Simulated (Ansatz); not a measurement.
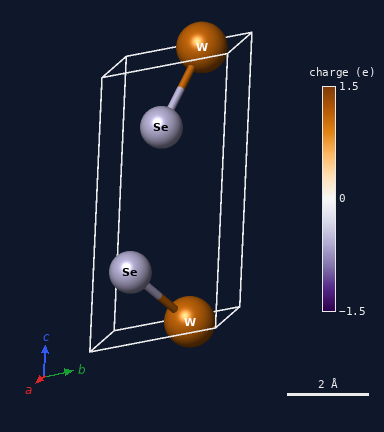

Ball-and-stick representation of a periodic structure, projected slightly off an axis. One simulation cell is framed, with atoms on its boundary repeated. The atoms of this WSe$_{2}$ cell are coloured by their Bader charge.

Theory: DFT, PAW plane waves, PBE (Ansatz 0.2.0). Numerical settings: cutoff 420 eV, a 9×9×9 mesh of k-points, Fermi-Dirac smearing of 0.1 eV, no spin polarisation.

### Summarise the charge transfer.

Most positive: W; most negative: Se. Charges: about W +1.1 e; Se -0.6 to -0.5 e.

Note that this is a generated cell, made by putting these elements into a known structure type (the compound may or may not exist in this form), and that it hasn't been relaxed. A calculation with Ansatz used it as input.
